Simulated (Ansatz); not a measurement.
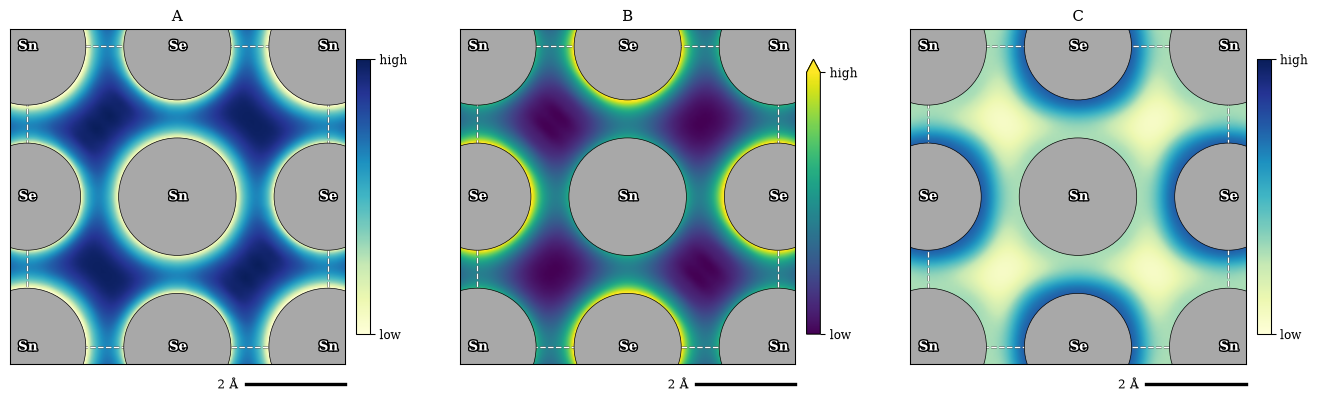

SnSe: 3 fields on the (010) plane of the conventional cell, with unlabelled colour scales. Grey discs cover the atomic cores.

Space group Fm-3m.

All numbers below come from DFT PBE, scalar-relativistic, plane waves, PAW (Ansatz).

Input file:

```
crystal:
  lattice:
    - [0.0, 2.9887688204, 2.9887688204]
    - [2.9887688204, 0.0, 2.9887688204]
    - [2.9887688204, 2.9887688204, 0.0]
  atoms:
    - { symbol: Sn, position: [0.0, 0.0, 0.0] }
    - { symbol: Se, position: [0.5, 0.5, 0.5] }
basis:
  ecutwfc: 420
kpoints:
  mp_grid: { grid: [10, 10, 10] }
hamiltonian:
  xc: pbe
scf:
  occupations: { method: gaussian, width: 0.02 }
output:
  forces: true
  stress: true
  eigenvalues: true
  write_density: true
  write_potential: true
  elf: true
  volumetric_format: npy
relax:
  adjacent_minimum: "off"
  f_tol: 0.005
  max_steps: 50
  cell: { stress_tol: 0.05 }
```

Launched as:

```sh
ansatz run input.yaml --threads 1 --pin off --max-ram 2560MiB --backend cpu --events-out ev --progress --plain --runs-dir out
```

Below, planes, directions and counts refer to the conventional cell (a = 6.06 Å, b = 6.06 Å, c = 6.06 Å, α = 90.00°, β = 90.00°, γ = 90.00°).

The fields are those of the relaxed geometry.

Match the panels to the quantities (electron localisation function, electrostatic potential energy of an electron and valence pseudo-density).

Panel A: electrostatic potential energy of an electron (low next to the atoms, rising into the space between them). Panel B: valence pseudo-density. Panel C: electron localisation function. From the grid: Sn–Se (3.03 Å): the density is about 0.22 e/Å³ at the midpoint; the ELF is about 0.40 at the midpoint.
